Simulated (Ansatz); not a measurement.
Run report: ZnS, geometry relaxation (part 2 of 2)

The same run, continued: ZnS (P6₃mc, 8 atoms in the cell); DFT PBE, scalar-relativistic, plane waves, PAW, no spin polarisation (Ansatz 0.2.0); cutoff 420 eV, 12×12×4 k-mesh, Gaussian smearing of 0.02 eV. The structure derives from a Materials Project entry.

Geometry of the input (Å; fractional positions):
```
3.8090  0.0000  0.0000
-1.9045  3.2986  0.0000
0.0000  0.0000  12.4526
Zn 0.6667  0.3333  0.7499
Zn 0.3333  0.6667  0.2499
Zn 0.0000  0.0000  0.5000
Zn 0.0000  0.0000  0.0000
S  0.6667  0.3333  0.9377
S  0.3333  0.6667  0.4377
S  0.0000  0.0000  0.6873
S  0.0000  0.0000  0.1873
```

```
basis re-selected at this cell: Δ(F+E_penalty+E_count) = -2.008e-3 eV, ΔP = -0.000 GPa vs the last step (what re-selecting the basis moved, of the pressure what is left beyond the Pulay correction that the steps carried, after the strain that the cell walked since its last selection, with what the two solves' SCF thresholds leave and, on support functions, any second-order correction that the steps lacked; it is no measure of the basis error at this ecutwfc). This SCF's stress stands 4.57e-2 GPa from its target on what of the cell is left free (relax.cell.stress_tol is 5.00e-2 GPa) and its largest allowed force component is 5.71e-4 eV/Å (relax.f_tol is 5.00e-3 eV/Å): within both
SCF converged after 8 iterations
Free energy (F): -16890.926971 eV
Harris-Foulkes:  -16890.926971 eV  (|F-HF|=8.16e-9)
Internal energy: -16890.926971 eV  (E = F + TS)
E sigma→0 (E₀):  -16890.926971 eV
Fermi energy:    6.542017 eV
--- Per-component energies (eV) ---
  E_band       = 5.537727
  E_kinetic    = 951.285621
  E_local      = -8226.247934  (includes V_loc(G=0)·N_el)
  E_nonlocal   = 2571.734825
  E_hartree    = 3438.332625
  E_xc         = -936.460443
  E_vxc        = -556.684373  (∫ρ·V_xc dr)
  E_paw        = -9715.121955  (= ΣΔE_a)
  E_vpaw       = -1611.214068  (= ΣTr[D̂ρ^β])
  E_aug_tail   = -0.001398  (compensation charges beyond the density's cutoff)
  E_ewald      = -4974.448314
  E_smearing   = -0.000000  (= −TS)
  E_closure    = -0.000000  (closes the sum)
  Σ components = -16890.926971   (vs F -16890.926971, Δ=0.00e0)
--- Forces (eV/Å), atoms counted from 1 ---
  atom   1  Zn    -0.00000000    -0.00000000     0.00057049
  atom   2  Zn     0.00000000     0.00000000     0.00057049
  atom   3  Zn    -0.00000000    -0.00000000    -0.00046086
  atom   4  Zn     0.00000000     0.00000000    -0.00046086
  atom   5  S     -0.00000000    -0.00000000     0.00018768
  atom   6  S      0.00000000     0.00000000     0.00018768
  atom   7  S      0.00000000     0.00000000    -0.00029823
  atom   8  S     -0.00000000    -0.00000000    -0.00029823
  max |Σ_I F_I| component: 1.84e-6 eV/Å
--- Stress (GPa, compression-positive) ---
        0.045714       0.000000       0.000000
        0.000000       0.045714       0.000000
        0.000000       0.000000       0.043850
  P = ⅓ Tr σ = 0.0451 GPa (0.451 kbar)
--- Band table (eV; the first three rows and the last of 57) ---
  k-point 0: bands = ["-7.4893", "-7.0873", "-7.0770", "-6.5987", "-0.7381", "-0.7324", "-0.7324", "-0.7029", "-0.6945", "-0.6945", "-0.6863", "-0.6730", "-0.6730", "-0.6379", "-0.6379", "-0.2839", "-0.2839", "-0.2769", "-0.2769", "-0.2492", "-0.2492", "-0.2339", "-0.2339", "-0.0741", "0.3537", "2.7126", "2.7327", "4.6704", "4.6704", "5.0615", "5.0615", "5.0735", "5.0735", "5.4789", "5.5170", "5.5170", "7.5669", "8.6706", "8.8454", "9.0800", "11.8537", "11.8537", "11.9754", "12.1613"]
  k-point 1: bands = ["-7.4604", "-7.2454", "-6.9078", "-6.6390", "-0.7390", "-0.7289", "-0.7288", "-0.7288", "-0.7044", "-0.7044", "-0.6635", "-0.6635", "-0.6412", "-0.6412", "-0.6181", "-0.2829", "-0.2829", "-0.2779", "-0.2779", "-0.2649", "-0.2469", "-0.2469", "-0.2361", "-0.2361", "0.6689", "1.9402", "3.5544", "4.6992", "4.6992", "4.9106", "4.9106", "5.1243", "5.2320", "5.2320", "5.4803", "5.4803", "7.8728", "8.7005", "8.7689", "8.9658", "11.8733", "11.8986", "11.9005", "11.9005"]
  k-point 2: bands = ["-7.3763", "-7.3763", "-6.7502", "-6.7502", "-0.7387", "-0.7387", "-0.7186", "-0.7186", "-0.7186", "-0.7186", "-0.6504", "-0.6504", "-0.6504", "-0.6504", "-0.4797", "-0.4797", "-0.2804", "-0.2804", "-0.2804", "-0.2804", "-0.2415", "-0.2415", "-0.2415", "-0.2415", "1.2433", "1.2433", "4.3872", "4.3872", "4.7826", "4.7826", "4.7826", "4.7826", "5.3783", "5.3783", "5.3783", "5.3783", "8.4211", "8.4211", "8.7898", "8.7898", "11.7833", "11.7833", "12.0141", "12.0141"]
  k-point 56: bands = ["-6.3801", "-6.3801", "-6.3659", "-6.3659", "-0.6625", "-0.6625", "-0.5569", "-0.5569", "-0.5411", "-0.5411", "-0.4993", "-0.4993", "-0.3530", "-0.3530", "-0.3216", "-0.3216", "-0.2918", "-0.2918", "-0.2599", "-0.2599", "0.0037", "0.0037", "0.0252", "0.0252", "0.9603", "0.9603", "1.0798", "1.0798", "2.3178", "2.3178", "2.8742", "2.8742", "3.7726", "3.7726", "3.9655", "3.9655", "9.9086", "9.9086", "10.6657", "10.6657", "11.5736", "11.5736", "12.3107", "12.3107"]
--- Relaxed structure (3 steps of the walk, 3 accepted, 1 SCFs on fresh bases) ---
  F+E_penalty+E_count = -16890.92697083 eV   max|allowed force component| = 5.707e-4 eV/Å   (the final SCF, on the basis selected at the relaxed cell)
  cell:  # Å, volume = 161.2741 Å³
    - [3.846155184724229, -2.914951090262161e-11, -1.3613779241651887e-34]
    - [-1.9230775923368701, 3.330868096882987, 6.182632338778164e-34]
    - [-1.3352256669749241e-33, 0.0, 12.58868538235568]
  atoms:
    - { symbol: Zn, position: [0.6666666666666666, 0.33333333333333326, 0.7500383536479746] }
    - { symbol: Zn, position: [0.3333333333333333, 0.6666666666666665, 0.2500383536479746] }
    - { symbol: Zn, position: [-3.720970186822581e-35, 6.671753155944658e-34, 0.5000855081297486] }
    - { symbol: Zn, position: [-8.658796519725703e-35, -5.10264439184012e-34, 8.550812974862006e-5] }
    - { symbol: S, position: [0.6666666666666666, 0.33333333333333326, 0.9376114933583486] }
    - { symbol: S, position: [0.3333333333333333, 0.6666666666666665, 0.4376114933583485] }
    - { symbol: S, position: [4.776299826029937e-34, 5.844626055525798e-34, 0.6872636448639282] }
    - { symbol: S, position: [-3.4392047647130194e-34, -4.518789968005759e-34, 0.18726364486392827] }
```

## Trajectory as extended XYZ (Å, eV, eV/Å), 4 frames, from step=1 to step=4
```
8
Lattice="3.8089 0.0000 0.0000 -1.9045 3.2986 0.0000 0.0000 0.0000 12.4526" Properties=species:S:1:pos:R:3:forces:R:3 step=1 energy=-16890.89256 pressure_GPa=2.30
Zn    1.9045    1.0995    9.3385    0.0000   0.0000   0.0118
Zn    0.0000    2.1991    3.1122    0.0000   0.0000   0.0118
Zn    0.0000    0.0000    6.2263    0.0000   0.0000   0.0081
Zn    0.0000    0.0000    0.0000    0.0000   0.0000   0.0081
S     1.9045    1.0995   11.6772    0.0000   0.0000  -0.0130
S     0.0000    2.1991    5.4509    0.0000   0.0000  -0.0130
S     0.0000    0.0000    8.5592    0.0000   0.0000  -0.0069
S     0.0000    0.0000    2.3329    0.0000   0.0000  -0.0069
8
Lattice="3.8303 0.0000 0.0000 -1.9151 3.3171 0.0000 0.0000 0.0000 12.5395" Properties=species:S:1:pos:R:3:forces:R:3 step=2 energy=-16890.91995 pressure_GPa=0.92
Zn    1.9151    1.1057    9.4047    0.0000   0.0000   0.0070
Zn    0.0000    2.2114    3.1350    0.0000   0.0000   0.0070
Zn    0.0000    0.0000    6.2708    0.0000   0.0000   0.0026
Zn    0.0000    0.0000    0.0011    0.0000   0.0000   0.0026
S     1.9151    1.1057   11.7575    0.0000   0.0000  -0.0070
S     0.0000    2.2114    5.4878    0.0000   0.0000  -0.0070
S     0.0000    0.0000    8.6179    0.0000   0.0000  -0.0025
S     0.0000    0.0000    2.3482    0.0000   0.0000  -0.0025
8
Lattice="3.8462 0.0000 0.0000 -1.9231 3.3309 0.0000 0.0000 0.0000 12.5887" Properties=species:S:1:pos:R:3:forces:R:3 step=3 energy=-16890.92496 pressure_GPa=0.05
Zn    1.9231    1.1103    9.4420    0.0000   0.0000   0.0006
Zn    0.0000    2.2206    3.1477    0.0000   0.0000   0.0006
Zn    0.0000    0.0000    6.2954    0.0000   0.0000  -0.0004
Zn    0.0000    0.0000    0.0011    0.0000   0.0000  -0.0004
S     1.9231    1.1103   11.8033    0.0000   0.0000   0.0002
S     0.0000    2.2206    5.5090    0.0000   0.0000   0.0002
S     0.0000    0.0000    8.6517    0.0000   0.0000  -0.0003
S     0.0000    0.0000    2.3574    0.0000   0.0000  -0.0003
8
Lattice="3.8462 0.0000 0.0000 -1.9231 3.3309 0.0000 0.0000 0.0000 12.5887" Properties=species:S:1:pos:R:3:forces:R:3 step=4 energy=-16890.92697 pressure_GPa=0.05
Zn    1.9231    1.1103    9.4420    0.0000   0.0000   0.0006
Zn    0.0000    2.2206    3.1477    0.0000   0.0000   0.0006
Zn    0.0000    0.0000    6.2954    0.0000   0.0000  -0.0005
Zn    0.0000    0.0000    0.0011    0.0000   0.0000  -0.0005
S     1.9231    1.1103   11.8033    0.0000   0.0000   0.0002
S     0.0000    2.2206    5.5090    0.0000   0.0000   0.0002
S     0.0000    0.0000    8.6517    0.0000   0.0000  -0.0003
S     0.0000    0.0000    2.3574    0.0000   0.0000  -0.0003
```

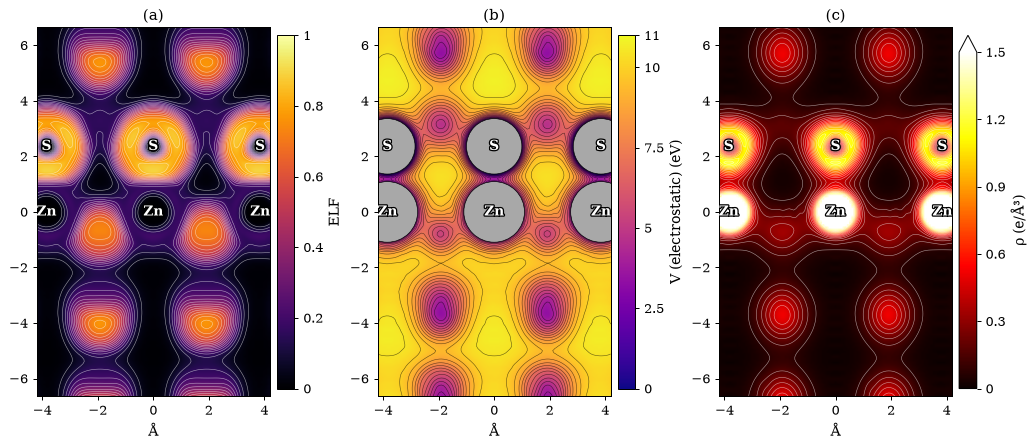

Fig. 1: (a) ELF; (b) electrostatic potential energy of an electron; (c) valence charge density (pseudo) on the (100) plane of the conventional cell. Grey discs, where drawn, cover atomic cores. Zn–S (2.36 Å): ρ is about 0.46 e/Å³ halfway; the ELF is about 0.55 at the midpoint. Away from the nuclei the density in this plane falls to 0.003 e/Å³ at its lowest. Outside the cores the potential energy rises away from the atoms and is highest about 2.3 Å from the nearest atoms; outside the discs it spans about 10 eV, and its zero is arbitrary. The fields are those of the smooth PAW valence density.

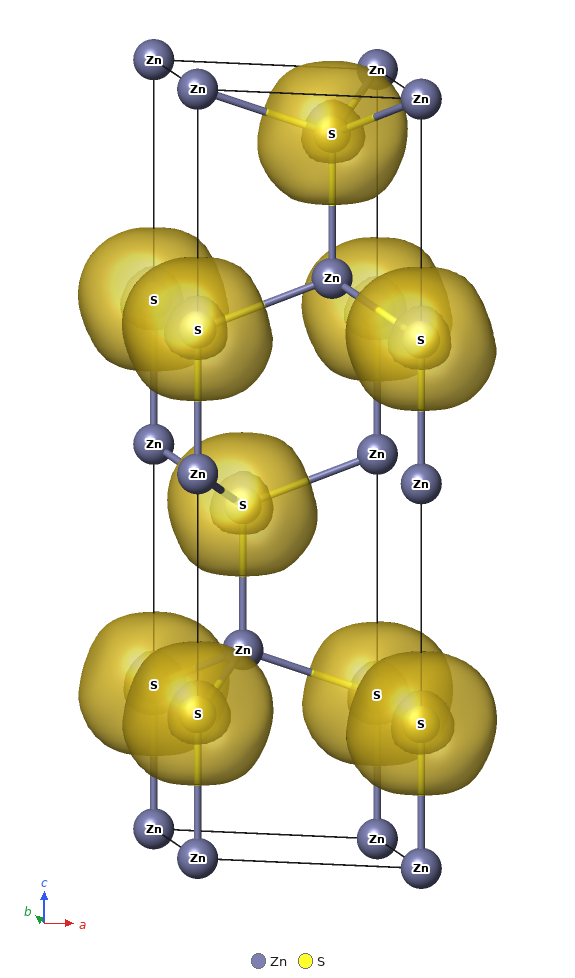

Fig. 2: Isosurface of the ELF at 0.65 (yellow), seen slightly off an axis. Core shells and regions of very low density are left out. Sticks mark near contacts. The outline is the cell set on symmetry axes. Along the contacts the grid gives the following. Zn–S (2.36 Å): the ELF is about 0.55 at the midpoint.
